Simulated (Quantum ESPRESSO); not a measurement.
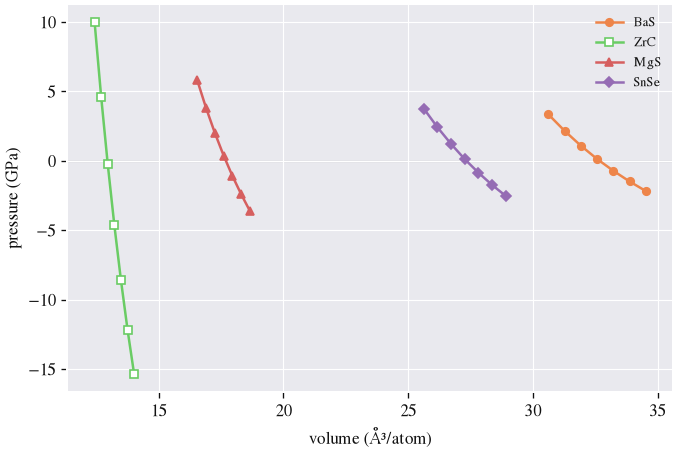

Calculation (Quantum ESPRESSO 7.5): plane-wave DFT, no spin polarisation; energies at scaled volumes of the given cell, shape and fractions fixed, counted from the fit's minimum, third-order Birch-Murnaghan fit. Level: rev-vdW-DF2.

occupations Fermi–Dirac; smearing width 0.05 eV; potentials PseudoDojo 0.4.1 SR PBE standard.

Figure. Pressure against volume, with one curve for each compound, for BaS, MgS, SnSe and ZrC (all in space group Fm-3m (No. 225)).

Settings that differ: BaS: density cutoff 2830 eV, wave cutoff 707 eV, k mesh 7×7×7; ZrC: density cutoff 4460 eV, wave cutoff 1120 eV, k mesh 10×10×10; MgS: density cutoff 4570 eV, wave cutoff 1140 eV, k mesh 9×9×9; SnSe: density cutoff 4680 eV, wave cutoff 1170 eV, k mesh 7×7×7.

The fitted equilibrium volumes, smallest first, are ZrC 12.952, MgS 17.702, SnSe 27.341, BaS 32.677 Å³/atom. The fitted bulk moduli, smallest first, are BaS 44.7, SnSe 50.8, MgS 75.7, ZrC 227.2 GPa. For BaS, the pressure falls from 3.35 GPa at volume 30.62 Å³/atom to −2.18 GPa at 34.53 Å³/atom, and changes sign near 32.68 Å³/atom. For ZrC, the pressure falls from 10.01 GPa at volume 12.43 Å³/atom to −15.39 GPa at 14.02 Å³/atom, and changes sign near 12.95 Å³/atom. For MgS, the pressure falls from 5.79 GPa at volume 16.55 Å³/atom to −3.63 GPa at 18.67 Å³/atom, and changes sign near 17.70 Å³/atom.

Limits of the calculation: potentials made for another functional; this release of the barium file is off (BaS).
